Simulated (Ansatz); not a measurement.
# What a change does: geometry relaxation on AlNi

System: AlNi (Pm-3m, 2 atoms in the cell).
Method of the first run: Kohn-Sham DFT of a periodic cell, revPBE with D4, all-electron LAPW, scalar-relativistic, spin-polarised (Ansatz 0.2.0).

The structure derives from an entry of the Crystallography Open Database. Text and figures count atoms from 1; the logs count them from 0 in places.

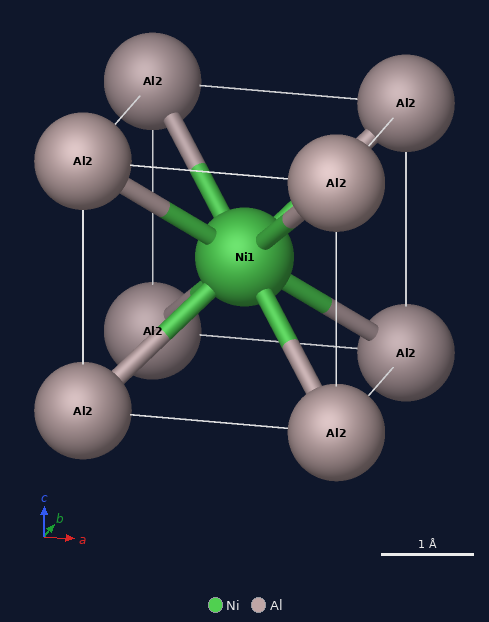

The structure as given in the input (ball-and-stick view of the cell of the calculation, seen at an oblique angle; atoms are numbered from 1 in the order of the input). An atom can appear more than once, as a periodic image. Near neighbours in the periodic cell (some may lie outside the picture): Ni has 8 Al at 2.50 Å; Al has 8 Ni at 2.50 Å.

## Input, the first run
```yaml
crystal:
  lattice:
    - [2.881, 0.0, 0.0]
    - [0.0, 2.881, 0.0]
    - [0.0, 0.0, 2.881]
  atoms:
    - { symbol: Ni, position: [0.5, 0.5, 0.5], spin: 1.0 }
    - { symbol: Al, position: [0.0, 0.0, 0.0] }
kpoints:
  mp_grid: { grid: [9, 9, 9] }
scf:
  occupations: { method: fermi_dirac, width: 0.05 }
hamiltonian:
  xc: revpbe
  dispersion: d4
  pseudopotentials: { kind: all_electron, lapw: { basis_error: 0.001 } }
magnetization:
  spin_polarized: true
output:
  forces: true
  stress: true
relax:
  f_tol: 0.02
  max_steps: 60
  cell: {}
```

Launched with:
```bash
ansatz run input.yaml --threads 2 --pin off --max-ram 6144MiB --backend cpu --events-out ev --progress --plain --runs-dir out
```

Hardware: 2 threads of Arm Neoverse V1, 24 GiB of memory available, shared host.

## Output, shortened to warnings, some set-up lines, iterations and results (the first run)
```
WARN: the starting moments were not kept: the SCF closed with an absolute magnetisation of 1.2e-6 μB, where they sum to 1 μB in size (1 site). That is at most 0.1 of that sum. Measured as dr2_m measures the in/out step, that magnetisation stands 1.0e-13 eV from none, at or under the dr2_threshold of 1.0e-7 eV: it is no larger than a step whose dr2_m would equal this threshold. The system may hold …
Basis set: ecut = 275.34186356682875 eV, 251 PW (Γ), exchange–correlation at level 2
Symmetry: 48 space group operations
k-points: 35 of 729
Initial density: superposition of atomic densities (chi_scale 0.1, normalization cell)
[...]
SCF iter   1: F=—  HF=-47998.688069 eV  |F-HF|=—  |Δ(HF+E_count)|=         —  Δρ=3.01e-2 (↑1.60e-2 ↓3.01e-2)  dr2=4.03e-1  dr2_m=7.09e-2  M=0.377 μB ∫|m|=0.502 μB  β_m=0.30  …
SCF iter   2: F=—  HF=-47998.761463 eV  |F-HF|=—  |Δ(HF+E_count)|=   7.34e-2  Δρ=2.12e-2 (↑1.29e-2 ↓2.12e-2)  dr2=1.79e-1  dr2_m=4.13e-2  M=0.347 μB ∫|m|=0.461 μB  β_m=0.54  …
SCF iter   3: F=—  HF=-47998.967185 eV  |F-HF|=—  |Δ(HF+E_count)|=         —  Δρ=2.12e-2 (↑8.84e-3 ↓2.12e-2)  dr2=1.26e-1  dr2_m=3.96e-2  M=0.076 μB ∫|m|=0.131 μB  β_m=0.54  …
SCF iter   4: F=—  HF=-47999.106069 eV  |F-HF|=—  |Δ(HF+E_count)|=   1.39e-1  Δρ=1.65e-2 (↑1.65e-2 ↓6.86e-3)  dr2=1.30e-1  dr2_m=9.81e-3  M=0.065 μB ∫|m|=0.107 μB  β_m=0.46  …
SCF iter   5: F=—  HF=-47998.883865 eV  |F-HF|=—  |Δ(HF+E_count)|=   2.22e-1  Δρ=1.03e-2 (↑3.77e-3 ↓1.03e-2)  dr2=3.15e-2  dr2_m=8.22e-3  M=0.043 μB ∫|m|=0.076 μB  β_m=0.50  …
[... 34 lines ...]
SCF iter   1: F=—  HF=-47998.852894 eV  |F-HF|=—  |Δ(HF+E_count)|=         —  Δρ=3.13e-7 (↑3.13e-7 ↓3.13e-7)  dr2=1.02e-10  dr2_m=7.51e-20  M=0.000 μB ∫|m|=0.000 μB  β_m=0.65 …
SCF iter   2: F=—  HF=-47998.852894 eV  |F-HF|=—  |Δ(HF+E_count)|=   8.08e-9  Δρ=4.91e-8 (↑4.91e-8 ↓4.91e-8)  dr2=1.61e-12  dr2_m=4.79e-20  M=0.000 μB ∫|m|=0.000 μB  β_m=0.38 …
SCF iter   3: F=-47998.852894 eV  HF=-47998.852894 eV  |F-HF|=3.60e-9  |Δ(HF+E_count)|=   1.13e-9  Δρ=7.59e-7 (↑7.59e-7 ↓7.59e-7)  dr2=6.79e-10  dr2_m=2.12e-20  M=-0.000 μB …
SCF 5 converged in 3 iterations: F = -47998.852894 eV  dr2 = 6.79e-10
relax step   5: F+E_penalty+E_count = -47998.85289360 eV  Δ(F+E_penalty+E_count) = -1.818e-6 eV  max|allowed force component| = 5.752e-32 eV/Å  Δτ_max = 0.0000 Å  P = +0.000 …
basis re-selected at this cell: Δ(F+E_penalty+E_count) = -1.818e-6 eV, ΔP = -0.000 GPa vs the last step (what re-selecting the basis moved, after the strain that the cell walked since its last selection, with what the two solves' SCF thresholds leave and, on support functions, any second-order …
SCF converged after 3 iterations
Magnetization: -0.0000 μB (14.5000 up, 14.5000 down)
Absolute magnetization: 0.0000 μB (∫|ρ↑−ρ↓|)
Spin contamination: 0.0000 ħ² per cell (⟨S²⟩ above its minimum at these occupations)
Per-site moments (μB) at R_I (Å): [(-8.332889933626575e-11, 1.2955124145821026), (1.2276402117095131e-11, 1.1005253181958468)]
Free energy (F): -47998.852894 eV
Harris-Foulkes:  -47998.852894 eV  (|F-HF|=3.60e-9)
Internal energy: -47998.846569 eV  (E = F + TS)
E sigma→0 (E₀):  -47998.849731 eV
Entropy (-TS):   -0.006324 eV (-3.162 meV/atom)
Fermi energy:    16.002367 eV
--- Per-component energies (eV) ---
  E_band       = -761.051486
  E_kinetic    = 48677.931035
  E_xc         = -2246.788256
  E_electrostatic = -94428.455409  (all electrons and nuclei)
  E_disp       = -1.533939  (pairwise vdW)
  E_smearing   = -0.006324  (= −TS)
  E_closure    = 0.000000  (closes the sum)
  E_atoms      = -47985.855566  (free atoms, spherical and without spin; not in F)
  Σ components = -47998.852894   (vs F -47998.852894, Δ=0.00e0)
  Basis errors (estimates in eV, not in F): energy 2.9e-4 per atom: plane waves 2.7e-4 (1.4e-4 summed), levels above the bands 5.4e-45, relativity 3.6e-9, radial functions 2.7e-5, core shells 3.3e-11; eigenvalues (radial functions only) 8.7e-7; not estimated: angular momenta, meshes, grids; target …
--- Forces (eV/Å), atoms counted from 1 ---
  atom   1  Ni    -0.00000000    -0.00000000    -0.00000000
  atom   2  Al    -0.00000000    -0.00000000    -0.00000000
  max |Σ_I F_I| component: 1.73e-31 eV/Å
--- Stress (GPa, compression-positive) ---
        0.000314       0.000000       0.000000
        0.000000       0.000314       0.000000
        0.000000       0.000000       0.000314
  P = ⅓ Tr σ = 0.0003 GPa (0.003 kbar)
--- Relaxed structure (4 steps of the walk, 4 accepted, 1 SCFs on fresh bases) ---
  F+E_penalty+E_count = -47998.85289360 eV   max|allowed force component| = 5.752e-32 eV/Å   (the final SCF, on the basis selected at the relaxed cell)
  cell:  # Å, volume = 23.2046 Å³
[...]
```

For the second run the input was changed thus:
```diff
-  xc: revpbe
-  dispersion: d4
+  xc: rpbe
-  f_tol: 0.02
+  f_tol: 0.01
```

Predict how the results change.

The total energies belong to different models, so their difference says nothing on which is more stable or more accurate. The volume per atom goes from 11.60 to 12.39 Å³. The functional changes from revPBE to RPBE. The number of SCF iterations is the same.

## Output, shortened to warnings, some set-up lines, iterations and results (the second run)
```
WARN: the starting moments were not kept: the SCF closed with an absolute magnetisation of 8.7e-7 μB, where they sum to 1 μB in size (1 site). That is at most 0.1 of that sum. Measured as dr2_m measures the in/out step, that magnetisation stands 4.3e-14 eV from none, at or under the dr2_threshold of 1.0e-7 eV: it is no larger than a step whose dr2_m would equal this threshold. The system may hold …
Basis set: ecut = 275.3052279359972 eV, 251 PW (Γ), exchange–correlation at level 2
Symmetry: 48 space group operations
k-points: 35 of 729
Initial density: superposition of atomic densities (chi_scale 0.1, normalization cell)
[...]
SCF iter   1: F=—  HF=-47999.453414 eV  |F-HF|=—  |Δ(HF+E_count)|=         —  Δρ=3.01e-2 (↑1.60e-2 ↓3.01e-2)  dr2=4.04e-1  dr2_m=7.06e-2  M=0.377 μB ∫|m|=0.504 μB  β_m=0.30  …
SCF iter   2: F=—  HF=-47999.525105 eV  |F-HF|=—  |Δ(HF+E_count)|=   7.17e-2  Δρ=2.12e-2 (↑1.29e-2 ↓2.12e-2)  dr2=1.80e-1  dr2_m=4.11e-2  M=0.348 μB ∫|m|=0.463 μB  β_m=0.54  …
SCF iter   3: F=—  HF=-47999.730845 eV  |F-HF|=—  |Δ(HF+E_count)|=         —  Δρ=2.11e-2 (↑8.78e-3 ↓2.11e-2)  dr2=1.26e-1  dr2_m=3.92e-2  M=0.077 μB ∫|m|=0.133 μB  β_m=0.54  …
SCF iter   4: F=—  HF=-47999.872670 eV  |F-HF|=—  |Δ(HF+E_count)|=   1.42e-1  Δρ=1.65e-2 (↑1.65e-2 ↓6.97e-3)  dr2=1.33e-1  dr2_m=9.62e-3  M=0.067 μB ∫|m|=0.109 μB  β_m=0.46  …
SCF iter   5: F=—  HF=-47999.645626 eV  |F-HF|=—  |Δ(HF+E_count)|=   2.27e-1  Δρ=1.02e-2 (↑3.77e-3 ↓1.02e-2)  dr2=3.08e-2  dr2_m=8.21e-3  M=0.044 μB ∫|m|=0.078 μB  β_m=0.50  …
[... 34 lines ...]
SCF iter   1: F=—  HF=-47999.620064 eV  |F-HF|=—  |Δ(HF+E_count)|=         —  Δρ=3.79e-7 (↑3.79e-7 ↓3.79e-7)  dr2=1.71e-10  dr2_m=5.44e-20  M=-0.000 μB ∫|m|=0.000 μB  …
SCF iter   2: F=—  HF=-47999.620064 eV  |F-HF|=—  |Δ(HF+E_count)|=   1.49e-8  Δρ=5.76e-8 (↑5.76e-8 ↓5.76e-8)  dr2=3.04e-12  dr2_m=3.85e-20  M=-0.000 μB ∫|m|=0.000 μB  …
SCF iter   3: F=-47999.620064 eV  HF=-47999.620064 eV  |F-HF|=7.97e-9  |Δ(HF+E_count)|=   2.27e-9  Δρ=1.03e-6 (↑1.03e-6 ↓1.03e-6)  dr2=1.42e-9  dr2_m=1.19e-20  M=-0.000 μB …
SCF 5 converged in 3 iterations: F = -47999.620064 eV  dr2 = 1.42e-9
relax step   5: F+E_penalty+E_count = -47999.62006405 eV  Δ(F+E_penalty+E_count) = +2.505e-6 eV  max|allowed force component| = 1.952e-31 eV/Å  Δτ_max = 0.0000 Å  P = +0.004 …
basis re-selected at this cell: Δ(F+E_penalty+E_count) = +2.505e-6 eV, ΔP = -0.000 GPa vs the last step (what re-selecting the basis moved, after the strain that the cell walked since its last selection, with what the two solves' SCF thresholds leave and, on support functions, any second-order …
SCF converged after 3 iterations
Magnetization: -0.0000 μB (14.5000 up, 14.5000 down)
Absolute magnetization: 0.0000 μB (∫|ρ↑−ρ↓|)
Spin contamination: 0.0000 ħ² per cell (⟨S²⟩ above its minimum at these occupations)
Per-site moments (μB) at R_I (Å): [(-6.981792921578744e-11, 1.324440378110726), (7.696954185121285e-12, 1.1249140051665516)]
Free energy (F): -47999.620064 eV
Harris-Foulkes:  -47999.620064 eV  (|F-HF|=7.97e-9)
Internal energy: -47999.613011 eV  (E = F + TS)
E sigma→0 (E₀):  -47999.616538 eV
Entropy (-TS):   -0.007053 eV (-3.526 meV/atom)
Fermi energy:    14.798283 eV
--- Per-component energies (eV) ---
  E_band       = -792.788558
  E_kinetic    = 48675.884295
  E_xc         = -2247.978970
  E_electrostatic = -94427.518336  (all electrons and nuclei)
  E_smearing   = -0.007053  (= −TS)
  E_closure    = 0.000000  (closes the sum)
  E_atoms      = -47988.252797  (free atoms, spherical and without spin; not in F)
  Σ components = -47999.620064   (vs F -47999.620064, Δ=0.00e0)
  Basis errors (estimates in eV, not in F): energy 2.7e-4 per atom: plane waves 2.4e-4 (1.3e-4 summed), levels above the bands 8.3e-43, relativity 3.5e-9, radial functions 3.1e-5, core shells 1.4e-11; eigenvalues (radial functions only) 8.0e-7; not estimated: angular momenta, meshes, grids; target …
--- Forces (eV/Å), atoms counted from 1 ---
  atom   1  Ni     0.00000000     0.00000000    -0.00000000
  atom   2  Al     0.00000000    -0.00000000    -0.00000000
  max |Σ_I F_I| component: 3.99e-31 eV/Å
--- Stress (GPa, compression-positive) ---
        0.003926       0.000000      -0.000000
        0.000000       0.003926       0.000000
       -0.000000       0.000000       0.003926
  P = ⅓ Tr σ = 0.0039 GPa (0.039 kbar)
--- Relaxed structure (4 steps of the walk, 4 accepted, 1 SCFs on fresh bases) ---
  F+E_penalty+E_count = -47999.62006405 eV   max|allowed force component| = 1.952e-31 eV/Å   (the final SCF, on the basis selected at the relaxed cell)
  cell:  # Å, volume = 24.7884 Å³
    - [2.9157431620581162, 3.6813348416151846e-34, 0.0]
[...]
```

## The two runs side by side

```tsv
quantity	the first run	the second run
outcome	converged	converged
free energy per atom (eV)	−23999.4264	−23999.8100
energy per atom, smearing taken to zero (eV)	−23999.4249	−23999.8083
net moment of the cell (μB)	0.00	0.00
absolute moment of the cell (μB)	0.00	0.00
pressure (GPa)	0.00	0.00
volume per atom (Å³)	11.60	12.39
largest force (eV/Å)	0.000	0.000
SCF iterations	34	34
irreducible k-points	35	35
wall time (shared host)	31 s	30 s
```

For both runs: Warnings: some starting moments were not kept.
